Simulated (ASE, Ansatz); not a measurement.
# Relaxing twisted InSe bilayer, 38.21° (56 atoms), part 2 of 2

Aim: bring twisted InSe bilayer, 38.21° (56 atoms) to a nearby minimum of the energy and see what moves.

Ansatz 0.2.0; Kohn-Sham DFT, PBE+D4, PAW (set soft_2), plane waves.

The cell: 28 In and 28 Se. Only the Γ point is sampled, in a cell whose shortest periodic width is 9 Å.

So far. Step 3 (Relaxation): The relaxation changed the energy by -4.16 meV/atom, and atoms moved by 0.05 Å r.m.s., 0.09 Å at most.

### Step 5. Single point at the relaxed geometry

One more single point at the end of the walk gives the fuller output and checks the residual forces.

The input, input.yaml:

```yaml
crystal:
  lattice:
    - [10.583, 0.0, 0.0]
    - [-5.2915, 9.16515, 0.0]
    - [0.0, 0.0, 25.91]
  atoms:
    - { symbol: In, position: [0.19112, 0.23659, 0.38751] }
    - { symbol: In, position: [0.19065, 0.23706, 0.27982] }
    - { symbol: Se, position: [0.23798, 0.04549, 0.43827] }
    - { symbol: Se, position: [0.23754, 0.04679, 0.22877] }
    [... 46 atom lines left out ...]
    - { symbol: Se, position: [0.80955, 0.04674, 0.77128] }
    - { symbol: Se, position: [0.80787, 0.04544, 0.56177] }
    - { symbol: In, position: [0.90701, 0.52526, 0.7207] }
    - { symbol: In, position: [0.90889, 0.52604, 0.61328] }
    - { symbol: Se, position: [0.95324, 0.76259, 0.77138] }
    - { symbol: Se, position: [0.95463, 0.76213, 0.56174] }
kpoints:
  mp_grid: { grid: [1, 1, 1] }
hamiltonian:
  xc: pbe
  dispersion: d4
scf:
  occupations: { method: gaussian, width: 0.025 }
output:
  forces: true
  populations: true
  dos:
    method: { smearing: { sigma: 0.15 } }
    de: 0.1
    projected:
      site_lists:
        In: [In]
        Se: [Se]
        layer_1: [0, 1, 2, 3, 4, 5, 6, 7, 8, 9, 10, 11, 12, 13, 14, 15, 16, 17, 18, 19, 20, 21, 22, 23, 24, 25, 26, 27]
        layer_2: [28, 29, 30, 31, 32, 33, 34, 35, 36, 37, 38, 39, 40, 41, 42, 43, 44, 45, 46, 47, 48, 49, 50, 51, 52, 53, 54, 55]
  eigenvalues: true
  write_density: true
  write_potential: true
  volumetric_format: npy
  elf: true
```

Launch:

```console
$ ansatz run input.yaml --threads 4 --pin off --max-ram 8192MiB --backend cpu --events-out ev --progress --plain --runs-dir out
```

Numbers of over 12 decimals in the logs are rounded to 6 here.

Log:

```text
[...]
Crystal: 56 atoms, lattice volume = 2513.135 Å³
Basis set: ecut = 420 eV, 49125 PW (Γ), exchange–correlation on 144×144×360 points (8 copies of the dense FFT grid, shifted against one another)
Bands: 488, of which v1, the nominal top of the filled ones, is band 406 counted from 1 (405 counted from 0)
Symmetry: 1 space group operations
[...]
k-points: 1
[...]
SCF iter   1: F=—  HF=-309918.032827 eV  |F-HF|=—  |Δ(HF+E_count)|=         —  Δρ=1.67e-3  dr2=5.28e-1  ethr=1.77e-3  ⟨swp⟩=6.0  Hψ=1912  notcnv=0  defer=14
[...]
SCF iter  10: F=-309917.975915 eV  HF=-309917.975915 eV  |F-HF|=6.98e-9  |Δ(HF+E_count)|=   1.33e-8  Δρ=5.74e-7  dr2=2.25e-8  ethr=1.23e-11  ⟨swp⟩=15.0  Hψ=3740  notcnv=0
SCF 1 converged in 10 iterations: F = -309917.975915 eV  dr2 = 2.25e-8
[...]
WARN: The output density's exchange-correlation potential varies sharply where the density is thin. Do not read a vacuum level from v_tot or v_xc, or from such a field of the output density. On a cell that repeats whose density bears no net charge and no dipole along the vacuum's axis use v_es (v_loc + v_h of the components); [...]
SCF converged after 10 iterations
Free energy (F): -309917.975915 eV
[...]
Internal energy: -309917.975915 eV  (E = F + TS)
E sigma→0 (E₀):  -309917.975915 eV
Fermi energy:    3.027373 eV
[...]
--- Forces (eV/Å), atoms counted from 1 ---
  atom   1  In    -0.00196161     0.00032861    -0.00114630
  atom   2  In     0.00384834    -0.00178351    -0.00303606
  atom   3  Se     0.00271649    -0.00276360     0.00061403
  atom   4  Se     0.00017417     0.00500569     0.00060476
  atom   5  In     0.00118711     0.00035241     0.00554331
  atom   6  In    -0.00182408     0.00080208     0.00397017
  atom   7  Se    -0.00343901     0.00190089     0.00036652
  atom   8  Se     0.00438823    -0.00106435     0.00086849
  atom   9  In    -0.00246694     0.00046432     0.00035552
  atom  10  In     0.00000489     0.00017652    -0.00299061
  atom  11  Se    -0.00021855    -0.00371417     0.00077377
  atom  12  Se     0.00079489     0.00259806     0.00123293
  atom  13  In     0.00182079     0.00131276    -0.00061233
  atom  14  In    -0.00068128     0.00011626    -0.00448397
[...]
atom  55  Se    -0.00021377    -0.00116465    -0.00252105
  atom  56  Se     0.00021659    -0.00215281     0.00069326
  max |Σ_I F_I| component: 4.23e-5 eV/Å
--- Band table (eV) ---
[...]
--- Löwdin populations: 56 sites ---
  site symbol       q [e]
     0     In     12.7806
     1     In     12.7496
     2     Se     16.1748
[...]
55     Se     16.1747
  spilling = 0.001915 (of n_electrons = 812.000000)
```

Run time: 61 s. Hardware: 4 threads of Arm Neoverse V1, shared host; peak memory 3.4 GiB.

The program notes that the exchange-correlation potential is rough where the density is thin.

The run gave:

| Quantity | Value |
| --- | --- |
| free energy | -309917.9759 eV |
| free energy per atom | -5534.2496 eV/atom |
| SCF cycles | 10 |
| r.m.s. force component | 0.00189 eV/Å |
| longest force | 0.00568 eV/Å |
| Fermi energy | 3.027 eV |
| gap (highest filled to lowest empty level) | 1.246 eV |
| potential in mid-vacuum, over the Fermi level | 5.099 eV |
| potential 4.5 Å over the upper face | 5.099 eV |
| potential 4.5 Å under the lower face | 5.099 eV |
| spilling of the projection | 0.001915 |

Löwdin charges by element (they lack the spilled electrons, 0.028 e an atom on average):

```csv
element,coordination,atoms,mean charge (e),spread,least,most
In,all,28,0.236,0.0142,0.219,0.251
Se,all,28,-0.181,0.0055,-0.187,-0.175
```

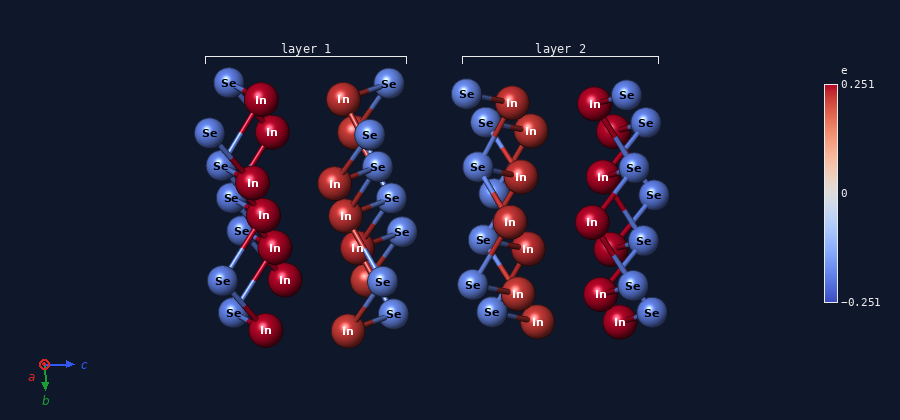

Atoms coloured by Löwdin charge.

By region:

```csv
region,atoms,mean length of the force (eV/Å)
layer 1,28,0.003
layer 2,28,0.003
```

States in the cell by windows of 1 eV, zero at the Fermi level; the larger projections on atomic orbitals stand beside the total:

```csv
from (eV),to (eV),total,layer 1,layer 2,Se p,In p,In s
-10,-7,0.0,0.0,0.0,0.0,0.0,0.0
-7,-6,24.6,12.2,12.2,7.0,2.8,13.1
-6,-5,25.2,12.5,12.5,12.0,2.7,9.0
-5,-4,4.1,2.1,2.1,2.3,0.3,1.3
-4,-3,26.9,13.3,13.3,16.2,8.7,1.2
-3,-2,68.6,34.1,34.1,51.5,14.1,1.5
-2,-1,42.5,21.0,21.0,30.7,8.3,2.4
-1,0,4.1,2.0,2.0,2.9,0.7,0.3
0,1,2.0,1.0,1.0,0.6,0.3,0.7
1,2,20.2,9.7,9.7,6.6,6.9,4.9
2,3,33.8,16.2,16.2,11.6,8.8,10.7
3,4,27.9,12.4,12.4,4.6,19.0,0.1
4,5,55.2,21.4,21.4,9.1,28.3,3.7
```

Between -26 and -10 eV lie 336 more states.

About 280 of the 812 electrons lie in deeper levels, below the stored range.

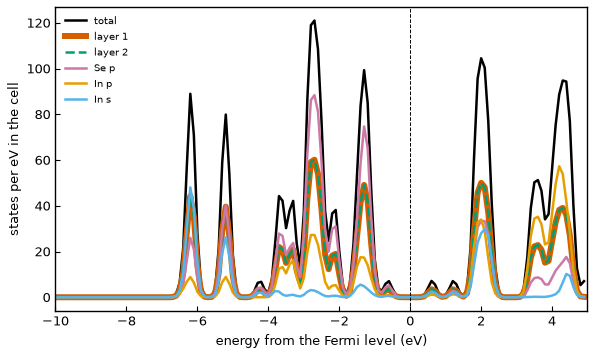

Total and projected density of states, with the broadening of the input.

The levels nearest the highest filled one (over half full), pooled over k-points and spins:

```csv
level less the highest filled one (eV),occupation
-0.588,2
-0.588,2
-0.550,2
-0.549,2
-0.429,2
0,2
1.25,0
1.85,0
2.44,0
2.48,0
2.48,0
2.49,0
```

Planar average of the electrostatic potential energy along the normal, with the Fermi level as zero, after a running mean with a triangular window 4 Å wide at its base:

```csv
height (Å),potential energy (eV)
0.0,5.10
1.0,5.10
2.0,5.09
3.0,5.00
4.2,3.74
5.2,0.55
6.2,-3.27
7.2,-4.20
8.2,-2.48
9.2,-2.70
10.4,-4.39
11.4,-2.44
12.4,0.95
13.4,1.26
14.4,-1.92
15.4,-4.35
16.6,-2.96
17.6,-2.32
18.6,-4.02
19.6,-3.65
20.6,-0.05
21.6,3.41
22.7,4.94
23.8,5.09
24.8,5.10
25.8,5.10
```

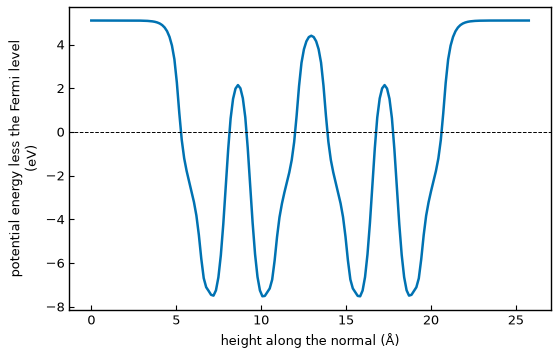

Planar average of the electrostatic potential energy; the dashed line is the Fermi level.

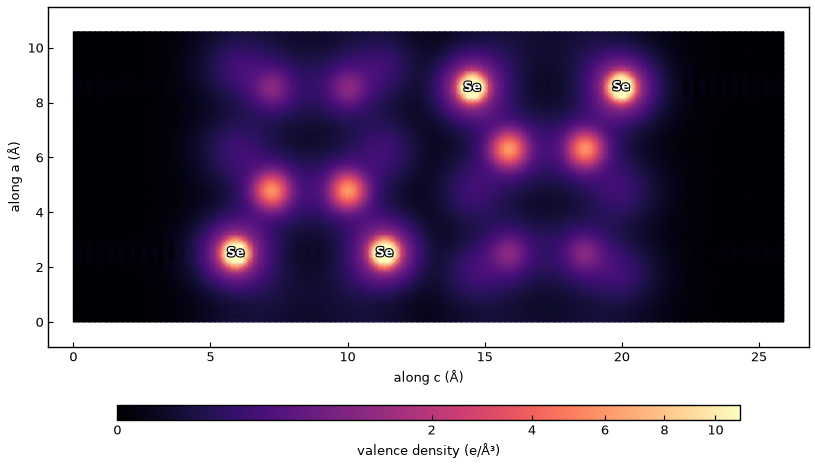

Valence density in the ca plane at fractional y = 0.045, with atoms of Se within 0.2 Å of it. It is the smooth field of the valence electrons, not physical close to the nuclei. The colour scale is stretched toward low values.

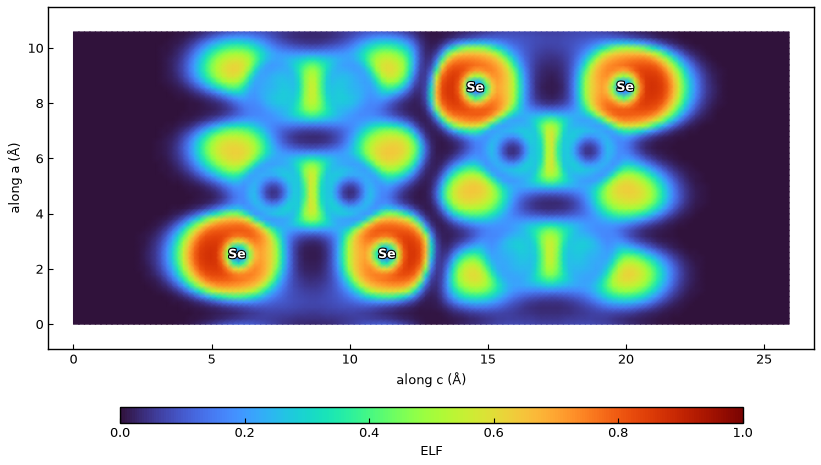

ELF in the ca plane at fractional y = 0.045, with atoms of Se within 0.2 Å of it. It is the smooth field of the valence electrons, not physical close to the nuclei.

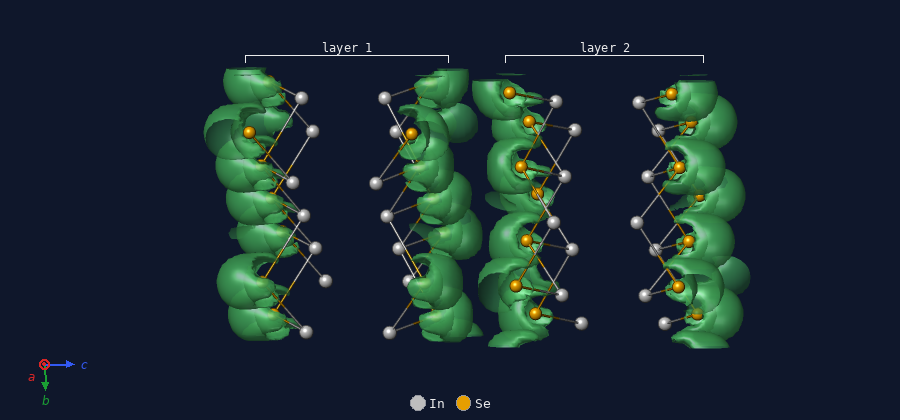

Surface of ELF = 0.79.

Mean Löwdin charges: In +0.24, Se -0.18 e. Charges this small depend on the projection, at times even in sign. The potential stands 5.72 eV above the highest filled level over the upper face and 5.72 eV under the lower one, a reading of the ionisation potential at this level on the run's k-points.

The surroundings of Se20, picked at random, nearest first, numbered as they follow in the input and with coordinates relative to it.

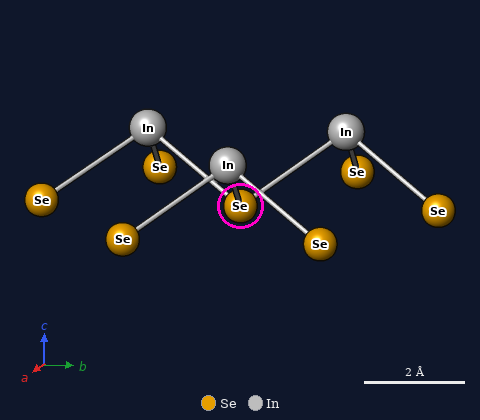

The atoms of the table, within 4.0 Å (arrows a, b, c point along x, y, z); some may hide others; the central atom is ringed.

```csv
atom,x,y,z,distance (Å),Löwdin charge (e)
Se20,0.00,0.00,0.00,0.00,-0.19
In26,2.26,0.43,1.32,2.65,0.25
In14,-0.77,-2.18,1.31,2.65,0.25
In18,-1.50,1.75,1.32,2.66,0.25
Se12,-3.77,1.29,0.01,3.98,-0.19
Se24,-0.74,3.92,0.00,3.99,-0.19
Se4,3.02,2.61,0.00,3.99,-0.19
Se16,0.76,-3.94,0.03,4.01,-0.19
Se28,3.79,-1.30,0.01,4.01,-0.19
Se8,-3.03,-2.63,0.01,4.01,-0.19
```

### Step 6. Changed: scf.initial_density.chi_scale = 0.0

Changed here: scf.initial_density.chi_scale = 0.0.

Edit input.yaml of step 5 so:

```diff
@@ -6,3 +6,3 @@
   atoms:
-    [... the 56 atom lines of step 5 ...]
+    [... the 56 atom lines of step 2 ...]
 kpoints:
@@ -14,7 +14,8 @@
   occupations: { method: gaussian, width: 0.025 }
+  initial_density: { chi_scale: 0.0 }
 output:
   forces: true
-  populations: true
+  populations: intrinsic
   dos:
-    method: { smearing: { sigma: 0.15 } }
+    method: { smearing: { sigma: 0.08 } }
     de: 0.1
@@ -27,5 +28 @@
   eigenvalues: true
-  write_density: true
-  write_potential: true
-  volumetric_format: npy
-  elf: true
```

Log:

```text
[...]
Crystal: 56 atoms, lattice volume = 2513.135 Å³
Basis set: ecut = 420 eV, 49125 PW (Γ), exchange–correlation on 144×144×360 points (8 copies of the dense FFT grid, shifted against one another)
Bands: 488, of which v1, the nominal top of the filled ones, is band 406 counted from 1 (405 counted from 0)
Symmetry: 1 space group operations
[...]
k-points: 1
[...]
SCF iter   1: F=—  HF=-309923.826967 eV  |F-HF|=—  |Δ(HF+E_count)|=         —  Δρ=2.41e-2  dr2=2.58e1  ethr=3.10e-3  ⟨swp⟩=6.0  Hψ=1912  notcnv=0  defer=1
[...]
SCF iter  12: F=-309917.742986 eV  HF=-309917.742986 eV  |F-HF|=3.04e-8  |Δ(HF+E_count)|=   3.48e-7  Δρ=1.39e-6  dr2=6.32e-8  ethr=1.23e-11  ⟨swp⟩=15.0  Hψ=2652  notcnv=0
SCF 1 converged in 12 iterations: F = -309917.742986 eV  dr2 = 6.32e-8
[...]
SCF converged after 12 iterations
Free energy (F): -309917.742986 eV
[...]
Internal energy: -309917.742986 eV  (E = F + TS)
E sigma→0 (E₀):  -309917.742986 eV
Fermi energy:    3.067728 eV
[...]
--- Forces (eV/Å), atoms counted from 1 ---
  atom   1  In    -0.03370556     0.09962205    -0.34275260
  atom   2  In     0.00728709    -0.04312949     0.29079225
  atom   3  Se     0.12032621    -0.14329334     0.24663289
  atom   4  Se    -0.06823504     0.09035506    -0.34386544
  atom   5  In    -0.00169905     0.01933149    -0.20735436
  atom   6  In    -0.00286656    -0.05037461     0.37677569
  atom   7  Se    -0.04511683    -0.04147640     0.24317935
  atom   8  Se     0.09609449    -0.03792344    -0.21540338
  atom   9  In     0.03409697    -0.00274370    -0.14069736
  atom  10  In     0.06884748     0.05052503     0.30684022
  atom  11  Se     0.06536751     0.06598725     0.11912272
  atom  12  Se    -0.03609802     0.02234074    -0.35654859
  atom  13  In    -0.00385357     0.02290376    -0.27942546
  atom  14  In    -0.10032728     0.02730200     0.27684917
[...]
atom  55  Se    -0.07244074    -0.04380029     0.35024683
  atom  56  Se     0.08788163    -0.10561429    -0.36238600
  max |Σ_I F_I| component: 7.22e-6 eV/Å
--- Band table (eV) ---
[...]
--- intrinsic populations: 56 sites ---
  site symbol       q [e]
     0     In     12.8086
     1     In     12.7740
     2     Se     16.1997
[...]
55     Se     16.2033
  spilling = 0.000000 (of n_electrons = 812.000000)
```

It took 63 s on 4 threads; peak memory 3.3 GiB.

Geometry and reference: those of the single point at the start.

Forces differ from those of the single point at the start by 0.009 meV/Å r.m.s., 0.005 % of their size. It took 1.2 times the reference's time (shared host, so rough).

### Step 7. What came out

```
energy change in the relaxation                  : -4.16 meV/atom
r.m.s. displacement                              : 0.05 Å
largest displacement                             : 0.09 Å
free energy per atom                             : -5534.2496 eV/atom
r.m.s. force component                           : 0.00189 eV/Å
gap (highest filled to lowest empty level) : 1.246 eV
potential in mid-vacuum, over the Fermi level    : 5.099 eV
wall time of the 4 DFT runs                      : 5.4 min
```

Relaxation lowers the energy by 4.16 meV/atom and moves atoms by 0.05 Å r.m.s.; the r.m.s. force component goes from 0.19 to 0.0019 eV/Å, and the gap from 1.16 to 1.25 eV. First to last step the energy falls by 0.233 eV; the largest move, 0.09 Å, is that of Se15, with 1 other atom within 2 % of it. The highest filled and lowest empty levels differ by 1.25 eV at Γ alone; the mesh holds the band edges only if they fold onto it, so the gap at this level can be narrower or closed, while semilocal functionals tend to narrow gaps against experiment. The potential stands 5.72 eV above the highest filled level over the upper face and 5.72 eV under the lower one, a reading of the ionisation potential at this level on the run's k-points.

[Logs are printed without paths, hosts, clocks, repeated set-up lines and the standing remarks that a program may print on its own settings, such as how far it seeks lower states.]

[Hosts, paths, dates, database ids (printed as entryN), source tags and the programs' standing remarks are cut or masked in the printed files.]
